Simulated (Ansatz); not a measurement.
```
CELL_PARAMETERS angstrom
3.89267 0.00000 0.00000
0.00000 5.50507 0.00000
0.00000 0.00000 24.73169
ATOMIC_POSITIONS crystal
Ga 0.50000 0.44631 0.32036
P 0.00000 0.23902 0.29474
Ga 0.00000 0.01821 0.37830
P 0.50000 0.76805 0.38277
Ga 0.50000 0.51509 0.46213
P 0.00000 0.26334 0.45926
Ga 0.00000 0.01509 0.53787
P 0.50000 0.76334 0.54074
Ga 0.50000 0.51820 0.62170
P 0.00000 0.26804 0.61724
Ga 0.00000 0.94630 0.67964
P 0.50000 0.73901 0.70526
```

Level of theory: DFT PBE, scalar-relativistic, plane waves, PAW (Ansatz 0.2.0).

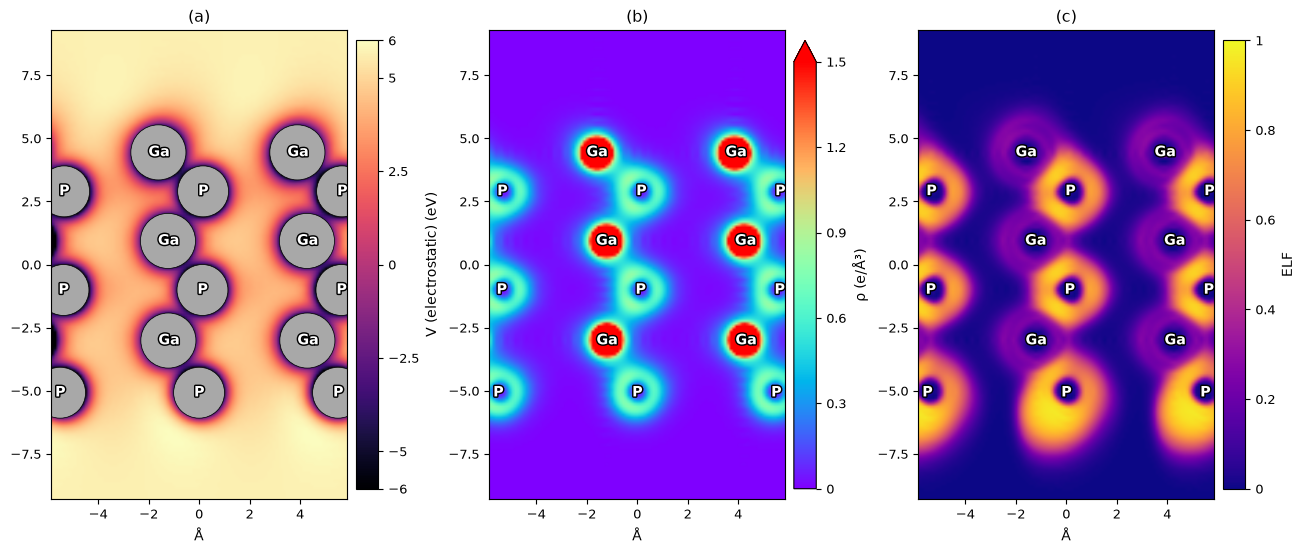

GaP (slab). (a) electrostatic potential energy of an electron; (b) valence charge density (pseudo); (c) electron localisation function on the (100) plane of the calculation cell, a cut from vacuum to vacuum. Grey discs cover the atomic cores in the potential map.

Core electrons are frozen (PAW), and the valence fields are smoothed inside the atomic spheres.

Q: Interpret the plot.

A: The section cuts through P and Ga sites.
Ga–P (2.35 Å): the density is about 0.56 e/Å³ at the midpoint; the ELF peaks at about 0.90 in the valence shell of P, 0.9 Å from its nucleus, and is about 0.75 at the midpoint.
Ga–P (2.40 Å): ρ at the midpoint is about 0.5 e/Å³; the ELF peaks at about 0.85 in the valence shell of P, 0.9 Å from its nucleus, and is about 0.70 at the midpoint.
The density dies away to nearly zero in the vacuum.
The ELF also peaks beside P, away from the bonds: lone-pair regions.
Outside the cores the potential energy rises away from the atoms and is highest in the vacuum; its zero is arbitrary.
